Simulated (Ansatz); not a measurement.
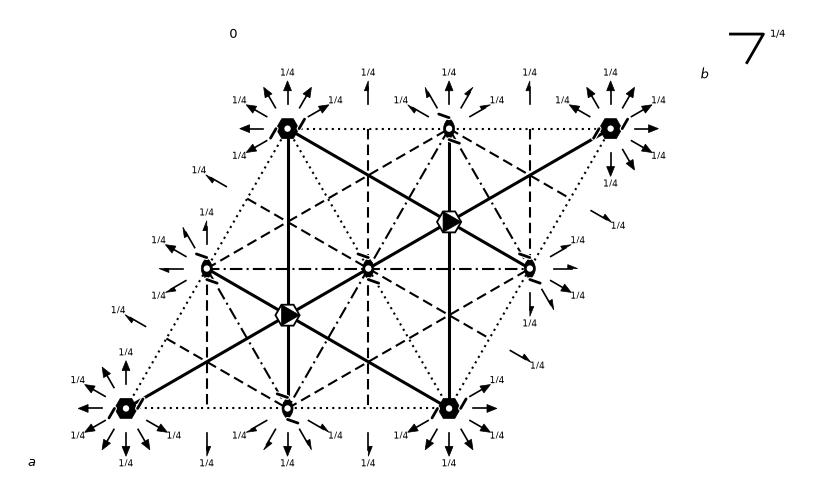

Symmetry elements of a space group, projected down c, computed from the operations of a computed or model structure of composition NiO, which need not be its known form.

Graphical symbols as in the International Tables (origin upper left, heights as fractions; handed screw axes are marked by their printed symbols).

**Give the Hermann–Mauguin symbol and number.**

P6₃/mmc (No. 194); primitive hexagonal, point group 6/mmm, 24 general positions a cell.

**List the elements shown.**

−6 axes along c at (1/3, 2/3), (2/3, 1/3); 6₃ axes along c at (0, 0); 2₁ axes along c at (0, 1/2), (1/2, 0), (1/2, 1/2); inversion centres at (0, 0), (0, 1/2), (1/2, 0), (1/2, 1/2); mirror planes holding c and [1 2 0] or [2 1 0] or [−1 1 0]; in-plane glide planes holding c and [1 2 0] or [2 1 0] or [−1 1 0]; c glide planes normal to a*, at x = 0; n glide planes normal to a*, at x = 1/2; c glide planes normal to b*, at y = 0; n glide planes normal to b*, at y = 1/2; c glide planes holding c and [1 1 0]; diagonal glide planes holding c and [1 1 0]; a mirror plane normal to c at height 1/4; 2 axes along [1 1 0] at height 0; 2 axes along [1 2 0] at height 1/4; 2 axes along [2 1 0] at height 1/4; 2 axes along [−1 1 0] at height 1/4; 2 axes along a at height 0; 2 axes along b at height 0; 2₁ axes along [1 1 0] at height 0; 2₁ axes along [1 2 0] at height 1/4; 2₁ axes along [2 1 0] at height 1/4; 2₁ axes along [−1 1 0] at height 1/4; 2₁ axes along a at height 0; 2₁ axes along b at height 0. Heights repeat every half period; positions are (a, b) fractions, modulo 1.
